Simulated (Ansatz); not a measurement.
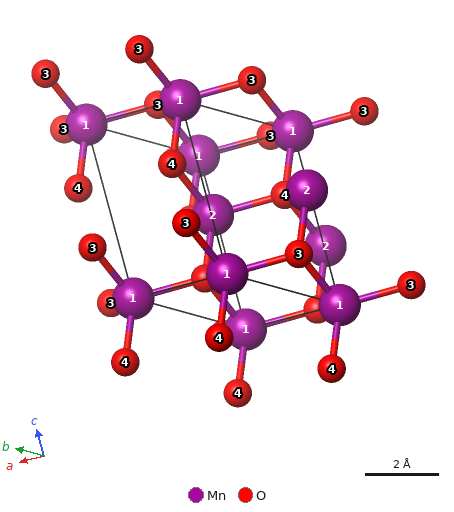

This is the input geometry for a relaxation of a crystal of MnO (a generated structure, set up in R3m). A ball-and-stick model of the reduced cell, seen from a free direction. Lengths and directions refer to the drawn axes.

Case: Co → Mn on all its sites, cell and atoms relaxed.

Level of theory: DFT PBE, scalar-relativistic, plane waves, PAW in Ansatz 0.2.0.

Input
```yaml
crystal:
  lattice:
    - [1.670859029, 0.9646709102, 5.3160430329]
    - [-1.670859029, 0.9646709102, 5.3160430329]
    - [0.0, -1.9293418204, 5.3160430329]
  atoms:
    - { symbol: Mn, position: [0.9993077695, 0.9993077695, 0.9993077695], spin: 4.12 }
    - { symbol: Mn, position: [0.4993077511, 0.4993077511, 0.4993077511], spin: 4.12 }
    - { symbol: O, position: [0.3756917432, 0.3756917432, 0.3756917432], spin: 0.23 }
    - { symbol: O, position: [0.8756920861, 0.8756920861, 0.8756920861], spin: 0.23 }
basis:
  ecutwfc: 420
kpoints:
  mp_grid: { grid: [12, 12, 12] }
hamiltonian:
  xc: pbe
scf:
  occupations: { method: gaussian, width: 0.1 }
output:
  forces: true
  stress: true
  eigenvalues: true
  populations: true
magnetization:
  spin_polarized: true
relax:
  adjacent_minimum: "off"
  f_tol: 0.01
  max_steps: 60
  cell: { stress_tol: 0.1 }
```

Command:
```bash
ansatz run input.yaml --threads 1 --pin off --max-ram 2560MiB --backend cpu --events-out ev --progress --plain --runs-dir out
```

> What does the optimiser find from here?

The energy falls by 31.7 meV per atom in 5 accepted moves (7 points after the start). The largest force component goes from 0.39 to 0.00046 eV/Å. The pressure goes from 7.74 to 0.02 GPa. The SCF was repeated twice at an unchanged geometry on a basis and grid sized afresh for the cell, which shifted the energy by 4.3 meV per atom at most. The largest moves relative to the cell, 0.012 Å, are those of Mn1, Mn2, O3 and O4. O4 goes along [1 1 −3]. Largest moves by element: O 0.012 Å, Mn 0.012 Å. Cell: a = b 3.342 → 3.395 Å (+1.6 %), c 5.655 → 5.877 Å (+3.9 %), α 72.8° → 73.2°, β 72.8° → 73.2°. Volume +7.6 %. Near-neighbour distances that change, for instance: Mn1–O4 1.971 → 2.079 Å, Mn1–O3 2.048 → 2.079 Å. The space group (tolerance 0.01 Å) goes from R3m (No. 160) to F-43m (No. 216). The run may lie on a higher electronic state than the lowest, so the end point isn't shown to be the ground-state structure.

After the run, drawn alike:

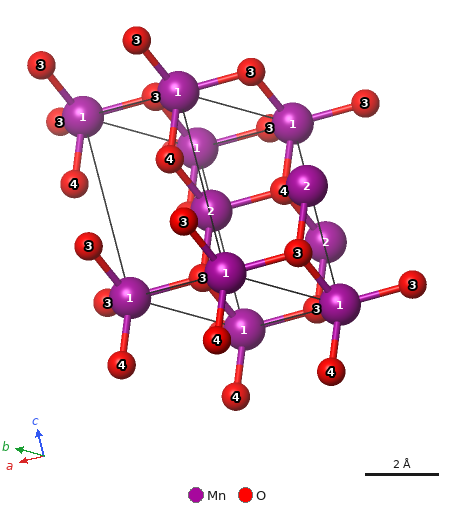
